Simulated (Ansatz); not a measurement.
# From Ru to Ti

System: Ru (P6/mmm, 3 atoms in the cell).
Method of run 1: DFT PBE, scalar-relativistic, plane waves, PAW, no spin polarisation (Ansatz 0.2.0).
System of run 2: Ti (3 atoms in the cell).

On run 1: The structure was made by swapping elements on the sites of another compound; it need not be a known phase. On run 2: The structure derives from a Materials Project entry. Text and figures count atoms from 1; the logs count them from 0 in places.

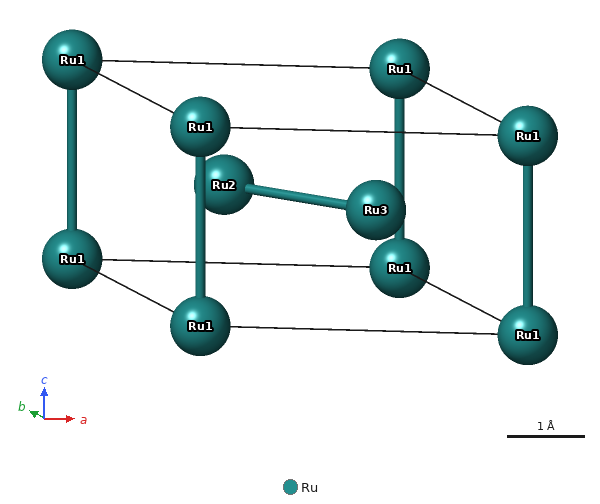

Fig. 1: The structure as given in the input (ball-and-stick view of the cell of the calculation, seen slightly off an axis; atoms are numbered from 1 in the order of the input).

## The input, run 1
```yaml
crystal:
  lattice:
    - [4.3001243195, 0.0, 0.0]
    - [-2.1500621598, 3.7240169001, 0.0]
    - [0.0, 0.0, 2.659372843]
  atoms:
    - { symbol: Ru, position: [0.0, 0.0, 0.0] }
    - { symbol: Ru, position: [0.3333333333, 0.6666666667, 0.5] }
    - { symbol: Ru, position: [0.6666666667, 0.3333333333, 0.5] }
basis:
  ecutwfc: 420
kpoints:
  mp_grid: { grid: [6, 6, 6] }
hamiltonian:
  xc: pbe
scf:
  occupations: { method: gaussian, width: 0.1 }
output:
  forces: true
  stress: true
  eigenvalues: true
```

Launched with:
```bash
ansatz run input.yaml --threads 1 --pin off --max-ram 2560MiB --backend cpu --events-out ev --progress --plain --runs-dir out
```

Hardware: 1 thread of Arm Neoverse V2, 240 GiB of memory available, shared host.

## Output, shortened to warnings, some set-up lines, iterations and results (run 1)
```
Basis set: ecut = 420 eV, 843 PW (Γ), exchange–correlation on 60×60×36 points (8 copies of the dense FFT grid, shifted against one another)
Symmetry: 24 space group operations
k-points: 28 of 216
Initial density: superposition of atomic densities (neutral atoms: chi_scale 0, normalization atom), corrected by the library's trained network
[...]
SCF iter   1: F=—  HF=-17635.197823 eV  |F-HF|=—  |Δ(HF+E_count)|=         —  Δρ=7.82e-3  dr2=1.14e-2  ethr=1.77e-3  ⟨swp⟩=4.9  Hψ=2886  notcnv=0
SCF iter   2: F=—  HF=-17635.200969 eV  |F-HF|=—  |Δ(HF+E_count)|=   3.15e-3  Δρ=4.67e-3  dr2=6.26e-3  ethr=2.37e-5  ⟨swp⟩=2.1  Hψ=1523  notcnv=0
SCF iter   3: F=—  HF=-17635.201871 eV  |F-HF|=—  |Δ(HF+E_count)|=   9.02e-4  Δρ=4.15e-4  dr2=3.08e-5  ethr=1.30e-5  ⟨swp⟩=1.8  Hψ=1008  notcnv=0
SCF iter   4: F=—  HF=-17635.201883 eV  |F-HF|=—  |Δ(HF+E_count)|=   1.11e-5  Δρ=1.58e-4  dr2=1.12e-5  ethr=6.41e-8  ⟨swp⟩=2.0  Hψ=1469  notcnv=0
SCF iter   5: F=—  HF=-17635.201882 eV  |F-HF|=—  |Δ(HF+E_count)|=   2.96e-7  Δρ=2.91e-5  dr2=2.41e-7  ethr=2.32e-8  ⟨swp⟩=2.6  Hψ=1367  notcnv=0
SCF iter   6: F=-17635.201882 eV  HF=-17635.201882 eV  |F-HF|=2.22e-8  |Δ(HF+E_count)|=   4.52e-8  Δρ=8.36e-6  dr2=2.84e-8  ethr=2.08e-10  ⟨swp⟩=5.3  Hψ=3290  notcnv=0
SCF 1 converged in 6 iterations: F = -17635.201882 eV  dr2 = 2.84e-8
SCF converged after 6 iterations
Free energy (F): -17635.201882 eV
Harris-Foulkes:  -17635.201882 eV  (|F-HF|=2.22e-8)
Internal energy: -17635.176436 eV  (E = F + TS)
E sigma→0 (E₀):  -17635.189159 eV
Entropy (-TS):   -0.025446 eV (-8.482 meV/atom)
Fermi energy:    22.466161 eV
--- Per-component energies (eV) ---
  E_band       = -211.890161
  E_kinetic    = 1540.467777
  E_local      = -3936.833452  (includes V_loc(G=0)·N_el)
  E_nonlocal   = 1030.272034
  E_hartree    = 1267.803551
  E_xc         = -570.402585
  E_vxc        = -715.985139  (∫ρ·V_xc dr)
  E_paw        = -10382.490226  (= ΣΔE_a)
  E_vpaw       = -665.410131  (= ΣTr[D̂ρ^β])
  E_aug_tail   = -0.000476  (compensation charges beyond the density's cutoff)
  E_ewald      = -6583.993059
  E_smearing   = -0.025446  (= −TS)
  E_closure    = -0.000000  (closes the sum)
  Σ components = -17635.201882   (vs F -17635.201882, Δ=0.00e0)
--- Forces (eV/Å), atoms counted from 1 ---
  atom   1  Ru     0.00000000     0.00000000     0.00000000
  atom   2  Ru     0.00000000     0.00000000     0.00000000
  atom   3  Ru    -0.00000000    -0.00000000     0.00000000
  max |Σ_I F_I| component: 9.25e-18 eV/Å
--- Stress (GPa, compression-positive) ---
       -3.696475      -0.000000       0.000000
       -0.000000      -3.696475       0.000000
        0.000000       0.000000       2.354828
  P = ⅓ Tr σ = -1.6794 GPa (-16.794 kbar)
```

For run 2 the input was changed thus:
```diff
-    - [4.3001243195, 0.0, 0.0]
-    - [-2.1500621598, 3.7240169001, 0.0]
-    - [0.0, 0.0, 2.659372843]
+    - [4.5673748306, 0.0, 0.0]
+    - [-2.2836874153, 3.9554626319, 0.0]
+    - [0.0, 0.0, 2.82624427]
-    - { symbol: Ru, position: [0.0, 0.0, 0.0] }
-    - { symbol: Ru, position: [0.3333333333, 0.6666666667, 0.5] }
-    - { symbol: Ru, position: [0.6666666667, 0.3333333333, 0.5] }
+    - { symbol: Ti, position: [0.0, 0.0, 0.0] }
+    - { symbol: Ti, position: [0.33333333, 0.66666667, 0.5] }
+    - { symbol: Ti, position: [0.66666667, 0.33333333, 0.5] }
```

What does this change do to the results?

The total energies belong to different systems, so their difference says nothing on which is more stable or more accurate. The pressure goes from −1.68 to 0.96 GPa. The volume per atom goes from 14.20 to 17.02 Å³. The SCF takes 7 iterations against 6. The plane waves at Γ go from 843 to 975.

## Output, shortened to warnings, some set-up lines, iterations and results (run 2)
```
Basis set: ecut = 420 eV, 975 PW (Γ), exchange–correlation on 64×64×40 points (8 copies of the dense FFT grid, shifted against one another)
Symmetry: 24 space group operations
k-points: 28 of 216
Initial density: superposition of atomic densities (neutral atoms: chi_scale 0, normalization atom), corrected by the library's trained network
[...]
SCF iter   1: F=—  HF=-7499.037805 eV  |F-HF|=—  |Δ(HF+E_count)|=         —  Δρ=1.09e-2  dr2=8.11e-2  ethr=1.77e-3  ⟨swp⟩=4.0  Hψ=2089  notcnv=0
SCF iter   2: F=—  HF=-7499.029204 eV  |F-HF|=—  |Δ(HF+E_count)|=   8.60e-3  Δρ=6.65e-3  dr2=3.56e-2  ethr=2.25e-4  ⟨swp⟩=1.1  Hψ=845  notcnv=0
SCF iter   3: F=—  HF=-7499.025021 eV  |F-HF|=—  |Δ(HF+E_count)|=   4.18e-3  Δρ=7.73e-4  dr2=5.63e-4  ethr=9.90e-5  ⟨swp⟩=2.0  Hψ=793  notcnv=0
SCF iter   4: F=—  HF=-7499.025017 eV  |F-HF|=—  |Δ(HF+E_count)|=   4.91e-6  Δρ=2.58e-4  dr2=6.12e-5  ethr=1.56e-6  ⟨swp⟩=2.1  Hψ=799  notcnv=0
SCF iter   5: F=—  HF=-7499.024951 eV  |F-HF|=—  |Δ(HF+E_count)|=   6.54e-5  Δρ=7.30e-5  dr2=2.93e-6  ethr=1.70e-7  ⟨swp⟩=1.8  Hψ=678  notcnv=0
SCF iter   6: F=—  HF=-7499.024951 eV  |F-HF|=—  |Δ(HF+E_count)|=   2.05e-7  Δρ=1.67e-5  dr2=2.39e-7  ethr=8.14e-9  ⟨swp⟩=2.1  Hψ=824  notcnv=0
SCF iter   7: F=-7499.024951 eV  HF=-7499.024951 eV  |F-HF|=1.11e-9  |Δ(HF+E_count)|=   1.62e-8  Δρ=2.00e-6  dr2=2.14e-9  ethr=2.78e-10  ⟨swp⟩=4.0  Hψ=1883  notcnv=0
SCF 1 converged in 7 iterations: F = -7499.024951 eV  dr2 = 2.14e-9
SCF converged after 7 iterations
Free energy (F): -7499.024951 eV
Harris-Foulkes:  -7499.024951 eV  (|F-HF|=1.11e-9)
Internal energy: -7499.010717 eV  (E = F + TS)
E sigma→0 (E₀):  -7499.017834 eV
Entropy (-TS):   -0.014234 eV (-4.745 meV/atom)
Fermi energy:    13.556427 eV
--- Per-component energies (eV) ---
  E_band       = -462.239219
  E_kinetic    = 818.395921
  E_local      = -2414.089183  (includes V_loc(G=0)·N_el)
  E_nonlocal   = 24.384098
  E_hartree    = 994.304224
  E_xc         = -292.863211
  E_vxc        = -366.444271  (∫ρ·V_xc dr)
  E_paw        = -3143.030887  (= ΣΔE_a)
  E_vpaw       = -513.093244  (= ΣTr[D̂ρ^β])
  E_aug_tail   = 0.000367  (compensation charges beyond the density's cutoff)
  E_ewald      = -3486.112046
  E_smearing   = -0.014234  (= −TS)
  E_closure    = 0.000000  (closes the sum)
  Σ components = -7499.024951   (vs F -7499.024951, Δ=0.00e0)
--- Forces (eV/Å), atoms counted from 1 ---
  atom   1  Ti     0.00000000     0.00000000     0.00000000
  atom   2  Ti     0.00000000     0.00000000     0.00000000
  atom   3  Ti    -0.00000000    -0.00000000     0.00000000
  max |Σ_I F_I| component: 1.05e-30 eV/Å
--- Stress (GPa, compression-positive) ---
        1.003005      -0.000000       0.000000
       -0.000000       1.003005       0.000000
        0.000000       0.000000       0.861793
  P = ⅓ Tr σ = 0.9559 GPa (9.559 kbar)
```

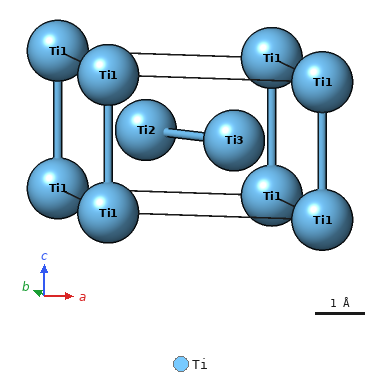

Fig. 2: The input structure of run 2 (ball-and-stick view of the cell of the calculation, seen slightly off an axis; atoms are numbered from 1 in the order of the input).

## The two runs side by side

```csv
quantity,run 1,run 2
outcome,converged,converged
free energy per atom (eV),−5878.4006,−2499.6750
"energy per atom, smearing taken to zero (eV)",−5878.3964,−2499.6726
gap on the mesh (eV),0.00,0.00
pressure (GPa),−1.68,0.96
volume per atom (Å³),14.20,17.02
largest force (eV/Å),0.000,0.000
SCF iterations,6,7
irreducible k-points,28,28
plane waves at Γ,843,975
```
